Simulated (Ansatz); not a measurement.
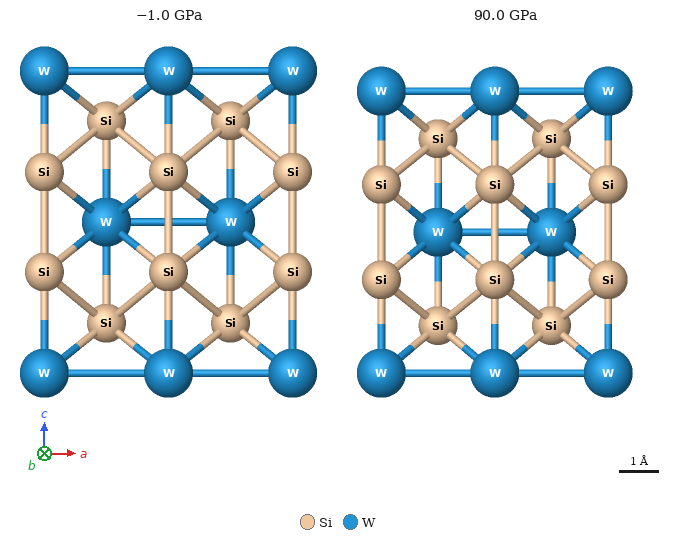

Crystalline Si$_{2}$W (set up in I4/mmm), relaxed (cell and atoms) at several target pressures. The picture shows the first and the last member. Style: ball-and-stick. Shown: the conventional cell (2 times the calculation's cell), repeated 2 × 1 × 1 with one cell outlined, along the b axis. Lengths and directions refer to the drawn axes.

Computed with Ansatz 0.2.0: DFT PBE, scalar-relativistic, plane waves, PAW. Settings: plane-wave cutoff 420 eV; k-point mesh 18 × 18 × 18 at −1.0 to 25.0, 20 × 20 × 20 at 50.0 and 90.0 GPa; occupations gaussian; smearing width 0.1 eV; no spin polarisation; cell and atoms relaxed; force threshold 0.008 eV/Å.

```json
{"pressure (GPa)": "−1.0", "volume (Å³/atom)": "13.736", "a (Å)": "3.235", "c (Å)": "7.878"}
{"pressure (GPa)": "0.0", "volume (Å³/atom)": "13.670", "a (Å)": "3.229", "c (Å)": "7.867"}
{"pressure (GPa)": "1.0", "volume (Å³/atom)": "13.610", "a (Å)": "3.224", "c (Å)": "7.857"}
{"pressure (GPa)": "4.0", "volume (Å³/atom)": "13.433", "a (Å)": "3.209", "c (Å)": "7.828"}
{"pressure (GPa)": "12.0", "volume (Å³/atom)": "13.013", "a (Å)": "3.172", "c (Å)": "7.758"}
{"pressure (GPa)": "25.0", "volume (Å³/atom)": "?", "a (Å)": "?", "c (Å)": "?"}
{"pressure (GPa)": "50.0", "volume (Å³/atom)": "11.626", "a (Å)": "3.046", "c (Å)": "7.518"}
{"pressure (GPa)": "90.0", "volume (Å³/atom)": "10.701", "a (Å)": "2.955", "c (Å)": "7.351"}
```

**Fill in the missing row.**

Murnaghan's form V = V₀(1 + B′P/B₀)^(−1/B′), with V₀ = 13.670 Å³ from the row at zero pressure, fits the other rows with B₀ = 223 GPa and B′ = 3.81 (largest miss 0.005 Å³). At 25.0 GPa it gives 13.670 × (1 + 3.81 × 25.0/223)^(−1/3.81) = 12.452 Å³ per atom. The calculation gives 12.449 Å³/atom (a = 3.122 Å, c = 7.661 Å). The estimate is 0.003 Å³/atom too high. From the first member to the last: W–W 3.235 → 2.955 Å, Si–Si 2.648 → 2.407 Å, Si–W 2.636 → 2.435 Å.

The whole series:

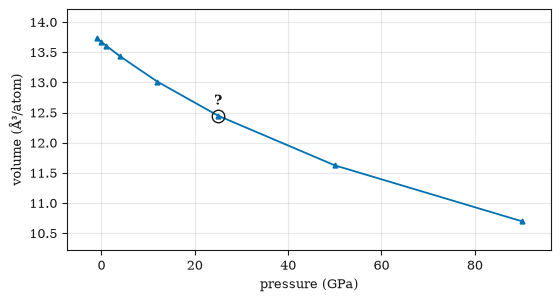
